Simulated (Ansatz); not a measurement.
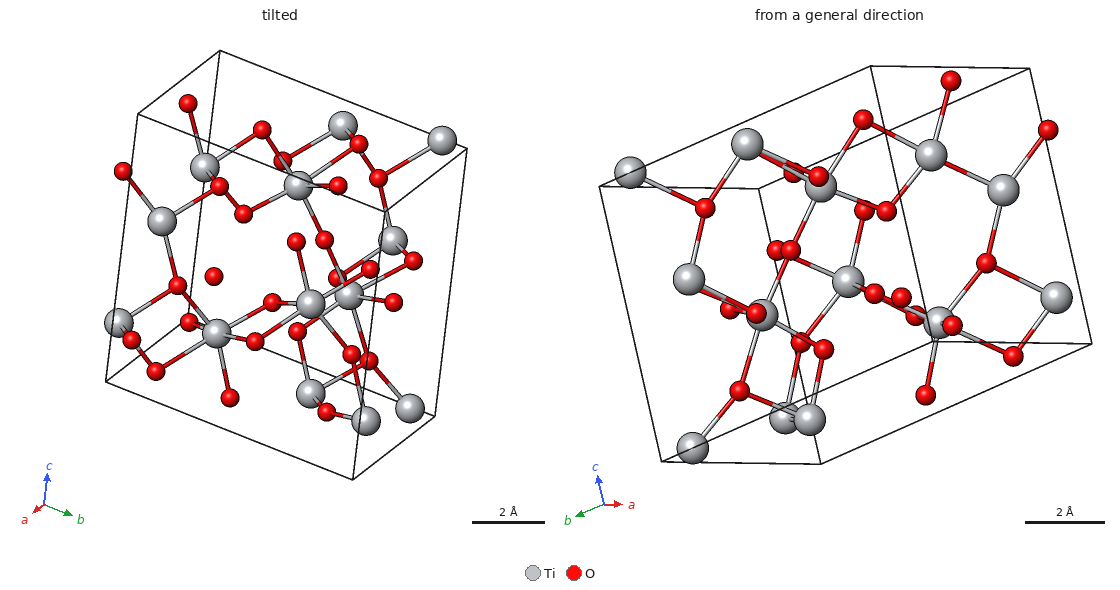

The figure gives a ball-and-stick picture of the atoms, viewed slightly off an axis and from a general direction. Thin lines show the supercell, with boundary atoms drawn in all their periodic places. The host is TiO$_{2}$, in a cell of 30 sites, and the cell carries a charge of -4.

### Where does the cell differ from the host, and how?

A titanium vacancy. Around the empty site lie six O at about 2.0 to 2.3 Å.

Setup: Ansatz 0.2.0, DFT PBEsol, scalar-relativistic, plane waves, PAW; wavefunction cutoff 420 eV, a 2×2×2 k-point grid, Gaussian smearing of 0.02 eV, collinear spins.

### Does a spin moment come with the defect?

No net moment.

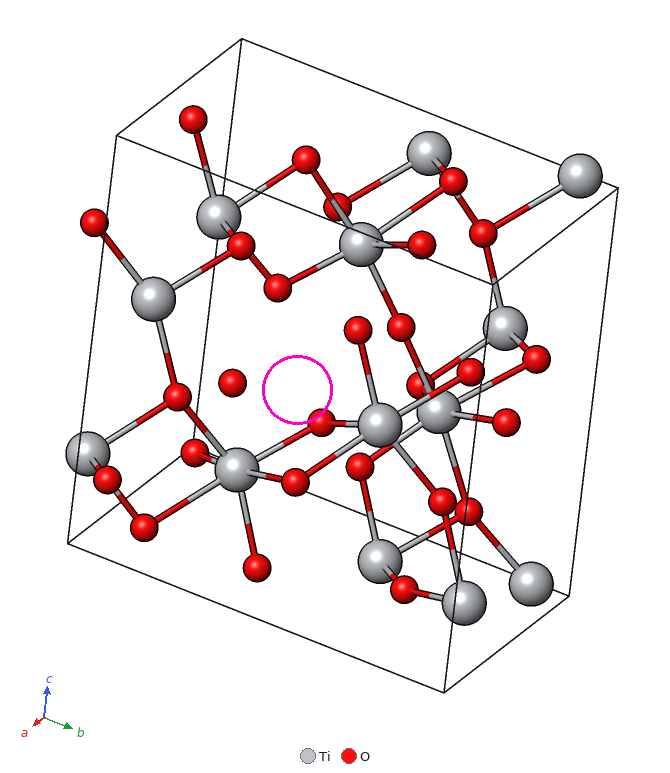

The same cell with a ring at the defect's site.

The atoms were relaxed in the host's cell with DFT PBEsol, scalar-relativistic, plane waves, PAW in Ansatz 0.2.0.
